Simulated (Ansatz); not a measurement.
Input file:

```
crystal:
  lattice:
    - [-2.0303375, 2.0303375, 2.851094]
    - [2.0303375, -2.0303375, 2.851094]
    - [2.0303375, 2.0303375, -2.851094]
  atoms:
    - { symbol: Al, position: [0.7579277686, 0.2797664647, 0.5147889842] }
    - { symbol: Al, position: [0.25, 0.75, 0.5] }
    - { symbol: Cu, position: [0.5, 0.5, 0.0] }
basis:
  ecutwfc: 500
  fft_grid_basis: typed
kpoints:
  mp_grid: { grid: [12, 12, 12] }
hamiltonian:
  xc: pbe
  pseudopotentials: { kind: paw }
scf:
  occupations: { method: gaussian, width: 0.05 }
output:
  forces: true
  stress: true
  eigenvalues: true
  bader: true
  write_density: true
  volumetric_format: npy
```

Launched as:

```sh
ansatz run input.yaml --threads 2 --pin off --max-ram 4096MiB --backend cpu --events-out ev --progress --plain --runs-dir out
```

The picture shows the cell of the calculation (origin moved) (a = 4.05 Å, b = 4.05 Å, c = 4.05 Å, α = 119.77°, β = 119.77°, γ = 90.41°).

Space group I4/mmm; the calculation finds a residual pressure of about 3 GPa at this fixed cell. The cell comes from a database of computed structures, not from a measurement.

The calculation used DFT PBE, scalar-relativistic, plane waves, PAW (Ansatz).

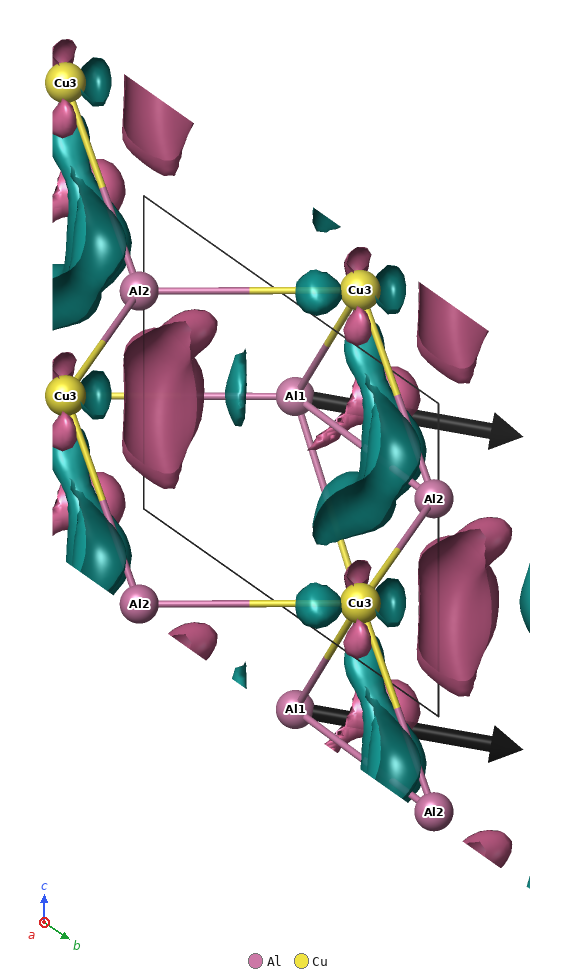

Al2Cu. Al1 was moved by 0.10 Å roughly along [1 2 1] in the axes of the cell drawn (arrow, not to scale). Change of the density less the rigid motion of the neutral atom's own density: teal surfaces at +0.005 and pink ones at −0.005 e/Å³, in the cell of the calculation (origin moved) seen along the a axis.

In a PAW calculation such maps are meaningful between the atoms, not at the nuclei.

> How do the electrons respond beyond following the atom?

About 0.05 e is rearranged in the cell. Outside the cores the largest gain, 0.009 e/Å³, lies 1.1 Å from a copper nucleus and 1.4 Å from an aluminium one, and the largest loss, 0.014 e/Å³, lies 1.1 Å from a copper nucleus and 1.5 Å from an aluminium one.

> How much does the computed force on the atom change?

The force on it changes by 0.54 eV/Å along the move, against it: a stiffness of about 5.4 eV/Å² for this sublattice shift.

Run times: 30 s (moved atom) and 13 s (base cell), on 2 threads of Intel(R) Xeon(R) 6975P-C (Granite Rapids), on a shared host.
